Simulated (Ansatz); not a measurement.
# Sr: single-point calculation

The run: single-point calculation of Sr (P6/mmm, 1 atom in the cell). Method and program: DFT, PBE, PAW with Ansatz's default frozen-core files, scalar-relativistic, no spin polarisation (Ansatz 0.2.0).

It belongs to a series of runs on one base structure; here: volume scaled by 0.92, PAW files. Figures and captions count atoms from 1; the log counts them from 0 in places.

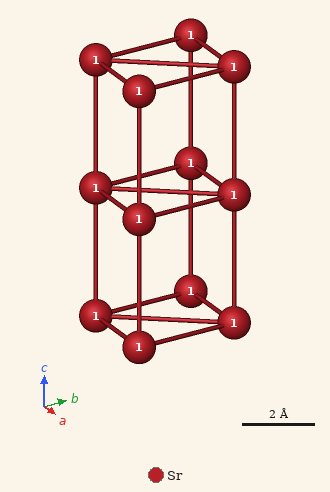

**Figure 1.** The input geometry (ball-and-stick view of the cell of the calculation, repeated 1 × 1 × 2, seen slightly off an axis; atoms are numbered from 1 in the order of the input). An atom can appear more than once, as a periodic image. Near neighbours in the periodic cell (some may lie outside the picture): Sr has 8 Sr at 3.70 to 3.97 Å.

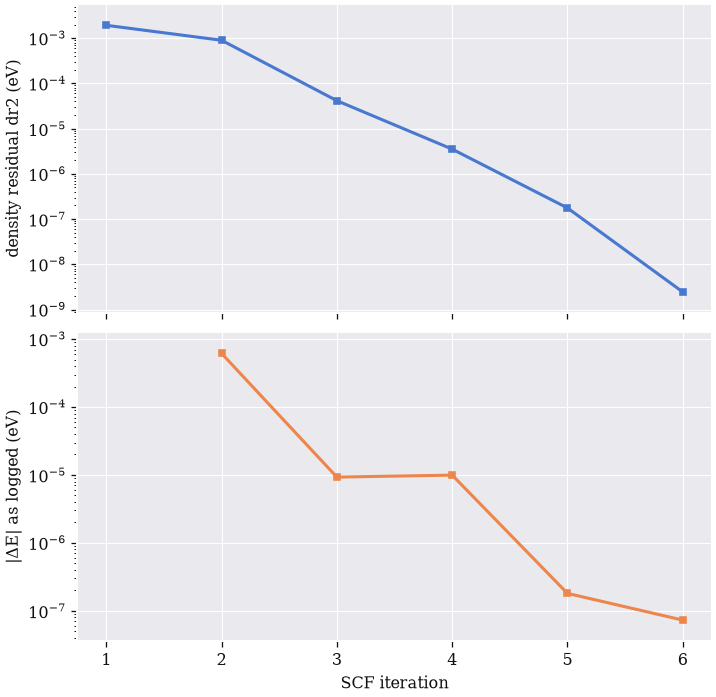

**Figure 2.** Convergence of the self-consistent field: density residual dr2 and size of the energy change against the SCF iteration. The residual falls at every step.

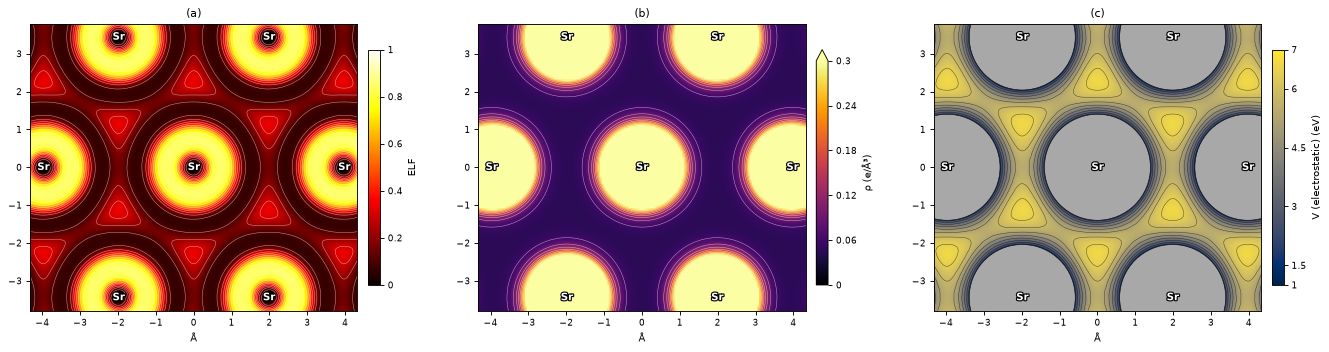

**Figure 3.** (a) ELF; (b) valence pseudo-density; (c) electrostatic potential energy of an electron on the (001) plane of the conventional cell. Grey discs, where drawn, cover atomic cores. Sr–Sr (3.97 Å): ρ is about 0.05 e/Å³ halfway; the ELF is about 0.15 at the midpoint (no shared electron pair). Away from the nuclei the density in this plane falls to 0.04 e/Å³ at its lowest. The strong features right at Sr lie inside the PAW spheres (semicore, d or f shells) and say nothing about bonding. Outside the cores the potential energy rises away from the atoms and is highest about 2.3 Å from the nearest atoms; outside the discs it spans about 5 eV, and its zero is arbitrary. Core electrons are frozen (PAW), so the fields are smoothed inside the atomic spheres.

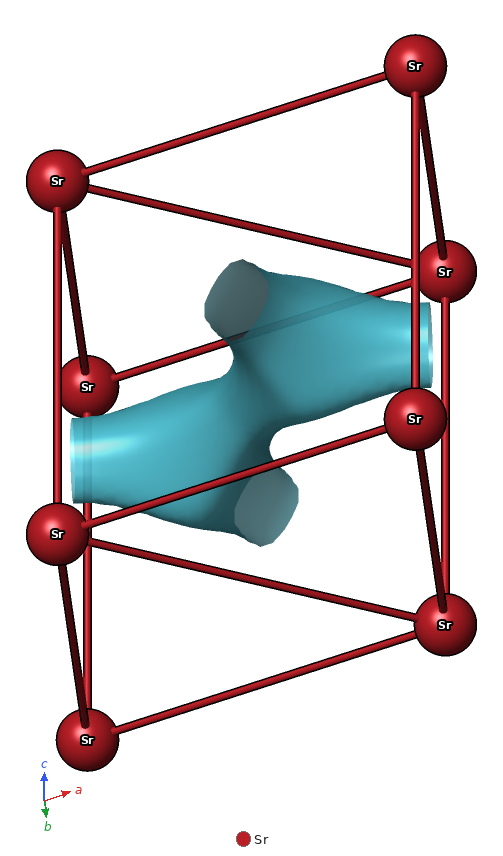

**Figure 4.** Isosurface of the ELF at 0.6 (cyan), seen at an oblique angle. Core shells and regions of very low density are left out. Sticks mark near contacts. The outline is the cell set on symmetry axes. Profiles from the grid: Sr–Sr (3.70 Å): the ELF is about 0.05 at the midpoint (no localised pair between them). Sr–Sr (3.97 Å): the ELF is about 0.15 at the midpoint (no shared electron pair).

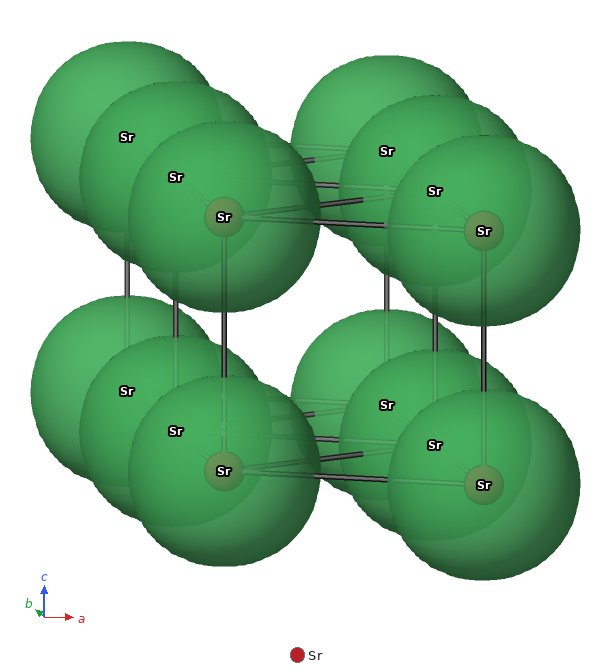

**Figure 5.** Isosurface of the valence charge density (pseudo) at 0.1 e/Å³ (green), seen slightly off an axis. Sticks mark near contacts. The outline is the cell set on symmetry axes. At this value the density breaks into separate islands; it holds about 80 % of the electrons treated as valence (semicore included). It is pinched off along the Sr–Sr (3.70 Å) and Sr–Sr (3.97 Å) contacts. On the grid the lowest density along these lines, outside the cores, is 0.04 e/Å³ (Sr–Sr, 3.70 Å) and 0.05 e/Å³ (Sr–Sr, 3.97 Å).

The input and output of the run follow.

The input
```yaml
crystal:
  lattice:
    - [3.9739386933, 0.0, 0.0]
    - [-1.9869693467, 3.4415318615, 0.0]
    - [0.0, 0.0, 3.7001605894]
  atoms:
    - { symbol: Sr, position: [0.0, 0.0, 0.0] }
kpoints:
  mp_grid: { grid: [11, 11, 10] }
scf:
  occupations: { method: fermi_dirac, width: 0.05 }
hamiltonian:
  xc: pbe
  pseudopotentials: { kind: paw }
output:
  forces: true
  stress: true
  eigenvalues: true
  populations: true
  write_density: true
  write_potential: true
  elf: true
  volumetric_format: npy
```

Command:
```bash
ansatz run input.yaml --threads 1 --pin off --max-ram 2048MiB --backend cpu --events-out ev --progress --plain --runs-dir out
```

The program's output
```
Engine: ansatz 0.2.0, aarch64-unknown-linux-gnu
Pseudopotentials: kind: paw
Pseudopotential: Sr, paw, valence charge 10, recommended cutoff 420 eV (normal), Sr.paw.azcp
Functional definition: PBE
  parameter kappa = 0.804
  parameter beta = 0.06672455060314922
  exchange = pbe_x(kappa = kappa, mu = beta*pi^2/3)
  correlation = pbe_c(beta = beta)
Crystal: 1 atoms, lattice volume = 50.605 Å³
Basis set: ecut = 420 eV, 997 PW (Γ), exchange–correlation on 54×54×50 points (8 copies of the dense FFT grid, shifted against one another)
Bands: 9, of which v1, the nominal top of the filled ones, is band 5 counted from 1 (4 counted from 0)
Symmetry: 24 space group operations
Space group: P6/mmm (ITA 191), of the structure as read, at distance tolerance 3.7e-5 Å
k-points: 96 of 1210
Non-local potential: Sr, projectors of the file, l = 0: 3, l = 1: 2, l = 2: 2
PAW form: soft (Blöchl's): semilocal exchange-correlation on the pseudo side does not see the compensation charge
PAW one-centre angular grid: Sr, 110 points (default); XC on 64 Gauss nodes
Initial density: superposition of atomic densities (neutral atoms: chi_scale 0, normalization atom), corrected by the library's trained network
Initial wavefunctions: pseudopotential atomic-orbital guess
Functional: x = pbe(κ = 0.804, μ = 0.2195149727645171), c = pbe(β = 0.06672455060314922)
SCF iter   1: F=—  HF=-3543.992393 eV  |F-HF|=—  |Δ(HF+E_count)|=         —  Δρ=1.45e-3  dr2=1.93e-3  ethr=1.77e-3  ⟨swp⟩=7.1  Hψ=7778  notcnv=0
preconditioner: auto → none  [metal: Δε(μ)=0.023 eV  Ē_g=3.430 eV  σ=0.050 eV  W_gap=0.12  n_scr=8 (ndim 8)  ℏωp=7.4 eV  f_vac=0.000  D(μ)=0.74/eV (n_scr^D=0)  sad-step TF]
SCF iter   2: F=—  HF=-3543.993009 eV  |F-HF|=—  |Δ(HF+E_count)|=   6.16e-4  Δρ=9.35e-4  dr2=9.00e-4  ethr=1.93e-5  ⟨swp⟩=2.3  Hψ=2055  notcnv=0
SCF iter   3: F=—  HF=-3543.993018 eV  |F-HF|=—  |Δ(HF+E_count)|=   9.29e-6  Δρ=2.63e-4  dr2=4.15e-5  ethr=9.00e-6  ⟨swp⟩=1.1  Hψ=877  notcnv=0
SCF iter   4: F=—  HF=-3543.993008 eV  |F-HF|=—  |Δ(HF+E_count)|=   9.93e-6  Δρ=1.26e-4  dr2=3.52e-6  ethr=4.15e-7  ⟨swp⟩=2.4  Hψ=1227  notcnv=0
SCF iter   5: F=—  HF=-3543.993008 eV  |F-HF|=—  |Δ(HF+E_count)|=   1.80e-7  Δρ=2.26e-5  dr2=1.76e-7  ethr=3.52e-8  ⟨swp⟩=2.8  Hψ=1359  notcnv=0
SCF iter   6: F=-3543.993008 eV  HF=-3543.993008 eV  |F-HF|=1.07e-10  |Δ(HF+E_count)|=   7.28e-8  Δρ=2.98e-6  dr2=2.44e-9  ethr=1.00e-9  ⟨swp⟩=11.1  Hψ=6988  notcnv=0
SCF 1 converged in 6 iterations: F = -3543.993008 eV  dr2 = 2.44e-9
  greatest PAW one-centre occupation: 0.988 electrons in one spin orbital (limit 2), on the Sr atom at site 0 (counted from 0), in its partial waves of l = 0
SCF converged after 6 iterations
Free energy (F): -3543.993008 eV
Harris-Foulkes:  -3543.993008 eV  (|F-HF|=1.07e-10)
Internal energy: -3543.986332 eV  (E = F + TS)
E sigma→0 (E₀):  -3543.989670 eV
Entropy (-TS):   -0.006676 eV (-6.676 meV/atom)
Fermi energy:    5.570132 eV
--- Per-component energies (eV) ---
  E_band       = -130.663793
  E_kinetic    = 242.406993
  E_local      = -756.508071  (includes V_loc(G=0)·N_el)
  E_nonlocal   = 202.693296
  E_hartree    = 190.606770
  E_xc         = -171.643852
  E_vxc        = -159.822027  (∫ρ·V_xc dr)
  E_paw        = -2694.702232  (= ΣΔE_a)
  E_vpaw       = -40.647199  (= ΣTr[D̂ρ^β])
  E_aug_tail   = -0.000001  (compensation charges beyond the density's cutoff)
  E_ewald      = -556.839236
  E_smearing   = -0.006676  (= −TS)
  E_closure    = -0.000000  (closes the sum)
  Σ components = -3543.993008   (vs F -3543.993008, Δ=0.00e0)
--- Forces (eV/Å), atoms counted from 1 ---
  atom   1  Sr    -0.00000000    -0.00000000     0.00000000
  max |Σ_I F_I| component: 1.23e-32 eV/Å
--- Stress (GPa, compression-positive) ---
        0.929121      -0.000000      -0.000000
       -0.000000       0.929121      -0.000000
       -0.000000      -0.000000       0.928647
  P = ⅓ Tr σ = 0.9290 GPa (9.290 kbar)
--- Band table (eV; the first three rows and the last of 96) ---
  k-point 0: bands = ["-30.9660", "-12.8194", "-12.8194", "-12.7736", "1.9421", "6.3665", "8.0195", "8.0195", "11.0641"]
  k-point 1: bands = ["-30.9632", "-12.8160", "-12.8160", "-12.8136", "2.0849", "6.4403", "8.0667", "8.0667", "10.7702"]
  k-point 2: bands = ["-30.9559", "-12.9167", "-12.8070", "-12.8070", "2.4896", "6.5531", "8.1962", "8.1962", "10.1658"]
  k-point 95: bands = ["-30.9101", "-13.1138", "-13.0119", "-12.9556", "5.6849", "6.3012", "7.1727", "7.6322", "10.1173"]
--- Löwdin populations: 1 site ---
  site symbol       q [e]
     0     Sr      9.3756
  spilling = 0.062440 (of n_electrons = 10.000000)
```

File populations.tsv
```
# site	symbol	l	j	q
# orbitals = lowdin
# n_electrons = 10.000000
# spilling = 0.062440
0	Sr	0_4S	-	1.987804
0	Sr	0_5S	-	1.392114
0	Sr	1_4P	-	5.995682
```

File rho_z.tsv
```
# z_ang	rho[e/angstrom^3]
# format = ansatz-planar-average/11
# lattice	3.973938693	0.000000000	0.000000000
# lattice	-1.986969347	3.441531861	0.000000000
# lattice	0.000000000	0.000000000	3.700160589
# sites	1
# site	38	0.000000000	0.000000000	0.000000000
0.000000	4.722369e-1
0.148006	4.665362e-1
0.296013	4.388838e-1
0.444019	3.756800e-1
0.592026	2.857864e-1
0.740032	1.961711e-1
0.888039	1.282962e-1
1.036045	8.653508e-2
1.184051	6.426366e-2
1.332058	5.329964e-2
1.480064	4.807691e-2
1.628071	4.569064e-2
1.776077	4.477282e-2
1.924084	4.477282e-2
2.072090	4.569064e-2
2.220096	4.807691e-2
2.368103	5.329964e-2
2.516109	6.426366e-2
2.664116	8.653508e-2
2.812122	1.282962e-1
2.960128	1.961711e-1
3.108135	2.857864e-1
3.256141	3.756800e-1
3.404148	4.388838e-1
3.552154	4.665362e-1
```

File v_z.tsv
```
# z_ang	v_es[eV]	v_tot[eV]
# format = ansatz-planar-average/11
# xc	pbe
# density_cutoff_ev	1680
# datasets	Sr=:simpson_from_first_knot:soft
# lattice	3.973938693	0.000000000	0.000000000
# lattice	-1.986969347	3.441531861	0.000000000
# lattice	0.000000000	0.000000000	3.700160589
# sites	1
# site	38	0.000000000	0.000000000	0.000000000
0.000000	-1.201259e1	-2.223969e1
0.148006	-1.106426e1	-2.116306e1
0.296013	-8.468167e0	-1.820647e1
0.444019	-4.914783e0	-1.413116e1
0.592026	-1.316482e0	-9.925998e0
0.740032	1.580614e0	-6.390767e0
0.888039	3.558219e0	-3.787272e0
1.036045	4.896009e0	-1.921428e0
1.184051	5.916672e0	-5.264351e-1
1.332058	6.690881e0	4.772552e-1
1.480064	7.241327e0	1.126870e0
1.628071	7.601008e0	1.465499e0
1.776077	7.778638e0	1.626747e0
1.924084	7.778638e0	1.626747e0
2.072090	7.601008e0	1.465499e0
2.220096	7.241327e0	1.126870e0
2.368103	6.690881e0	4.772552e-1
2.516109	5.916672e0	-5.264351e-1
2.664116	4.896009e0	-1.921428e0
2.812122	3.558219e0	-3.787272e0
2.960128	1.580614e0	-6.390767e0
3.108135	-1.316482e0	-9.925998e0
3.256141	-4.914783e0	-1.413116e1
3.404148	-8.468167e0	-1.820647e1
3.552154	-1.106426e1	-2.116306e1
```

Summary

```tsv
quantity	value
outcome	converged
space group (tolerance 0.01 Å)	P6/mmm (191)
electrons treated	10
free energy	−3543.9930 eV
Fermi energy	5.570 eV
pressure	0.93 GPa
largest force (length of the vector)	under 0.001 eV/Å
hardware	1 thread of Arm Neoverse V1, 24 GiB of memory available, shared host
wall time	3.4 s
peak memory	0.3 GiB
```
